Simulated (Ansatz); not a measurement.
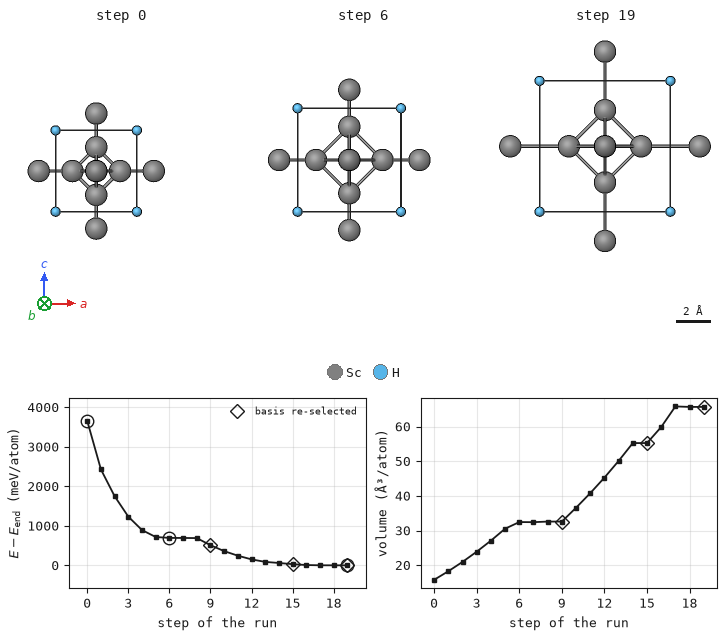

Frames of a relaxation of solid Sc₆H (a generated structure, set up in Pm-3m) (coarse preliminary run), marked on the history of the run. The picture is a ball-and-stick view of the cell of the calculation, seen along the b axis.

Level of theory: DFT PBE, scalar-relativistic, plane waves, PAW (Ansatz 0.2.0). Set-up: plane-wave cutoff 420 eV; k-point mesh 4 × 4 × 4; occupations gaussian; smearing width 0.1 eV; no spin polarisation; cell and atoms relaxed; force threshold 0.04 eV/Å; at most 70 steps.

### Describe the path.

After 16 accepted moves (19 points after the start) the energy has fallen by 3656 meV per atom. The largest force component goes from 12 to 0.036 eV/Å. Pressure: 77.94 GPa at the start and −0.06 GPa at the end. At 3 points the geometry stayed and the basis and grid were re-selected for the new cell (energy shift of 180 meV per atom at most each time). The largest moves relative to the cell, 0.13 Å, are those of Sc atoms. H stays in place. The drawn cell changes as follows: a = b = c 4.799 → 7.717 Å (+60.8 %); the volume changes by +315.9 %. Among the contacts that change: Sc–Sc 1.987 → 3.455 Å, Sc–Sc 2.812 → 4.262 Å, Sc–Sc 1.988 → 3.014 Å. The space group stays Pm-3m (No. 221). Cost: 89 s on 1 thread of Intel(R) Xeon(R) 6975P-C (Granite Rapids) (shared host), peak memory 0.68 GiB. From step 0 to 6: Sc atoms move most (0.17 Å), volume +105.5 %, energy −2961 meV per atom. From step 6 to 19: Sc atoms move most (0.35 Å), volume +102.4 %, energy −694 meV per atom.
